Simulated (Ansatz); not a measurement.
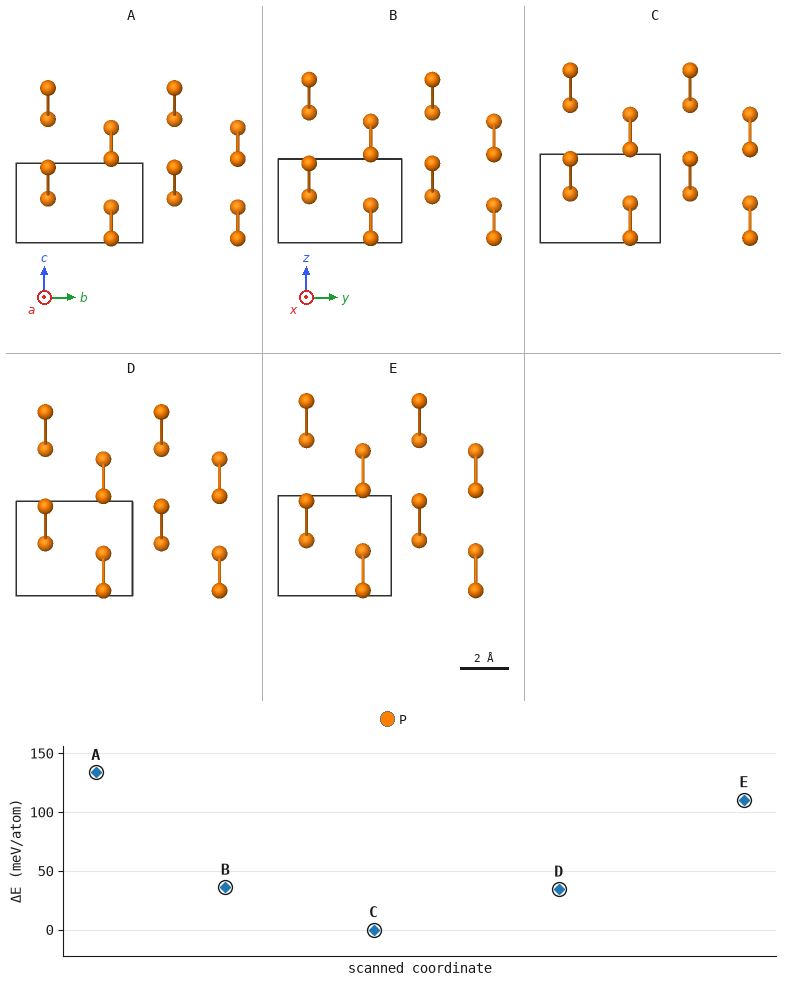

Frames of a one-coordinate scan of a crystal of P (Imma). x, y and z are the Cartesian axes of the input. Style: ball-and-stick. Shown: the conventional cell (2 times the calculation's cell), repeated 2 × 2 × 2 with one cell outlined, along the a axis. Lengths and directions refer to the drawn axes.

Level of theory: DFT PBEsol, scalar-relativistic, plane waves, PAW (Ansatz 0.2.0). Set-up: plane-wave cutoff 420 eV; k-point mesh 20 × 20 × 20; occupations gaussian; smearing width 0.15 eV; no spin polarisation. Energies (free energies at the smearing named) are counted from the cell as listed in its source, which wasn't relaxed.

Which coordinate changes from frame to frame?

Answer. The ratio of the cell's length along z to its lengths across, counted as 1 for the reference, is changed at fixed volume (a c/a path), with the atoms kept at their fractional coordinates. In the frames the relative ratio is 0.85 (A), 0.92 (B), 1.00 (C), 1.10 (D), 1.20 (E). Of the computed points the lowest is at the relative ratio 1.00, 0.0 meV/atom. The end points stand at 133.6 meV/atom (0.85) and 110.5 meV/atom (1.20). The unrelaxed reference is under a pressure of −0.8 GPa. The distortion keeps the space group Imma. At the relative ratio 1.20 the cell of the drawing goes a 3.383 → 3.184 Å, b 5.030 → 4.734 Å, c 3.718 → 4.198 Å.
